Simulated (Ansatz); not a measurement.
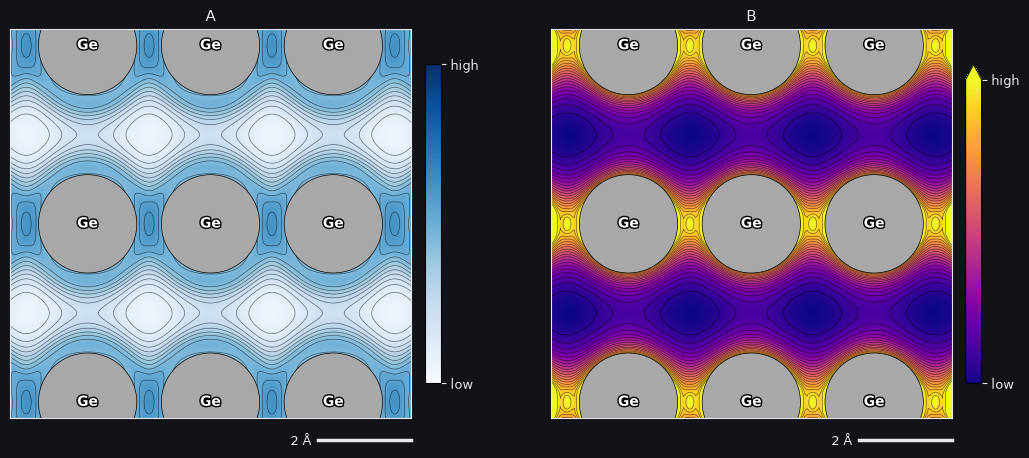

Ge: 2 fields on the (110) plane of the conventional cell, with unlabelled colour scales. Grey discs cover the atomic cores.

Space group P4/mmm; a generated structure, not necessarily the stable one; computed pressure about −3 GPa in this cell.

These are results of Kohn-Sham DFT of a periodic cell, PBE, Ansatz PAW (Ansatz), not measurements.

Question: The panels show electron localisation function and valence pseudo-density in some order. Assign them.

Answer: Panel A: electron localisation function. Panel B: valence pseudo-density. From the grid: Ge–Ge (2.66 Å): ρ is about 0.37 e/Å³ halfway; the ELF peaks at about 0.60 between the atoms.
